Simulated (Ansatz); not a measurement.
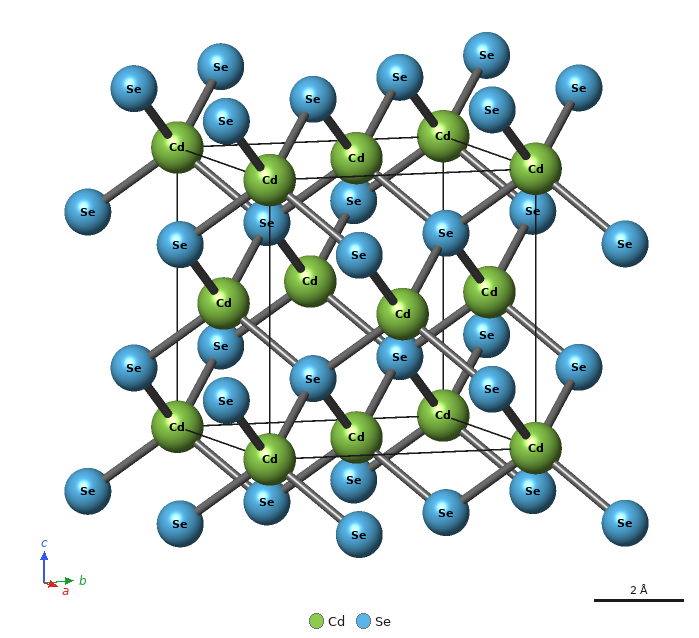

View slightly off an axis, drawn as a ball-and-stick model. One conventional unit cell is outlined, and atoms on its boundary appear in each equivalent place. Bonds that leave the box are completed with the atoms at their other ends.

CdSe, zinc blende (sphalerite type), space group F-43m (No. 216), a = 6.381 Å, b = 6.381 Å, c = 6.381 Å, α = 90.00°, β = 90.00°, γ = 90.00°. The structure was taken from a structure type filled with these elements by a generator (whether the compound takes this form wasn't checked). The cell was then strained or its atoms displaced on purpose. It went into a calculation with Ansatz.

This one geometry was computed with Ansatz (DFT, plane waves, PAW) at three levels of theory: r2SCAN, PBE and HSE06. It was relaxed with r2SCAN and then strained.

Question: How does the band gap change with the level of theory?

Answer: PBE: a gap of 0.31 eV, direct; r2SCAN: a gap of 0.77 eV, direct; HSE06: a gap of 1.19 eV, direct.

Question: Collect the results in a table.

Answer:
| level | cutoff (eV) | k-mesh of the run's cell | gap (eV) | pressure (GPa) |
| --- | --- | --- | --- | --- |
| r2SCAN | 500 | 8×8×8 | 0.77 | -4.7 |
| PBE | 420 | 8×8×8 | 0.31 | -3.2 |
| HSE06 | 420 | 6×6×6 | 1.19 | -4.4 |

Gaps are taken on the k-mesh or band path of each run.
